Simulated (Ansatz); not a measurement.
Consider SnO.

Input

```
crystal:
  lattice:
    - [3.802, 0.03802, 0.03802]
    - [0.03802, 3.802, 0.03802]
    - [0.04836, 0.04836, 4.836]
  atoms:
    - { symbol: Sn, position: [0.0, 0.5, 0.2385] }
    - { symbol: Sn, position: [0.5, 0.0, 0.7615] }
    - { symbol: O, position: [0.0, 0.0, 0.0] }
    - { symbol: O, position: [0.5, 0.5, 0.0] }
kpoints:
  mp_grid: { grid: [6, 6, 5] }
scf:
  occupations: { method: fermi_dirac, width: 0.02 }
hamiltonian:
  xc: lda
  pseudopotentials: { kind: paw }
output:
  forces: true
  stress: true
  eigenvalues: true
  efg: { contact_densities: true }
  write_density: true
  write_potential: true
  elf: true
  volumetric_format: npy
```

Command:

```sh
ansatz run input.yaml --threads 1 --pin off --max-ram 4096MiB --backend cpu --events-out ev --progress --plain --runs-dir out
```

Below, planes, directions and counts refer to the conventional cell (a = 5.43 Å, b = 5.32 Å, c = 4.84 Å, α = 90.00°, β = 91.61°, γ = 90.00°).

Space group C2/m; changed on purpose from its base cell (equal xy, yz and zx shear strains of +2 %, PAW files); computed pressure about −3 GPa in this cell.

Computed with Ansatz, DFT, LDA, PAW with Ansatz's default frozen-core files, scalar-relativistic.

**What can the converged valence pseudo-density and electron localisation function tell about the bonding?**

Sn–O (2.20 Å): ρ at the midpoint is about 0.5 e/Å³; the ELF peaks at about 0.85 in the valence shell of O, 0.6 Å from its nucleus, and is about 0.20 at the midpoint: no localised pair shows between them.

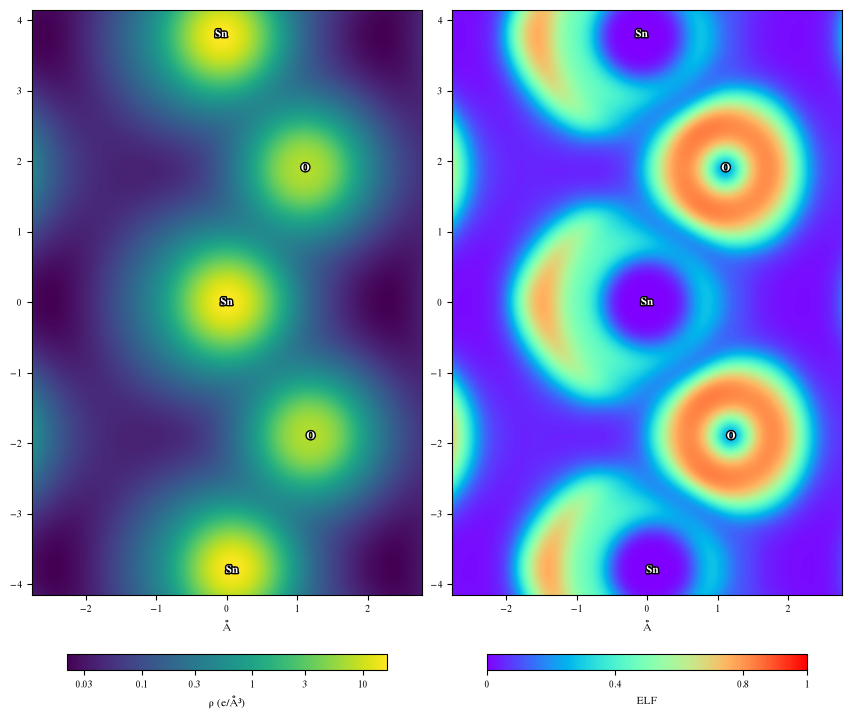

Computed valence pseudo-density and electron localisation function on the (110) plane of the conventional cell, in this order. 

In a PAW calculation such maps are meaningful between the atoms, not at the nuclei.
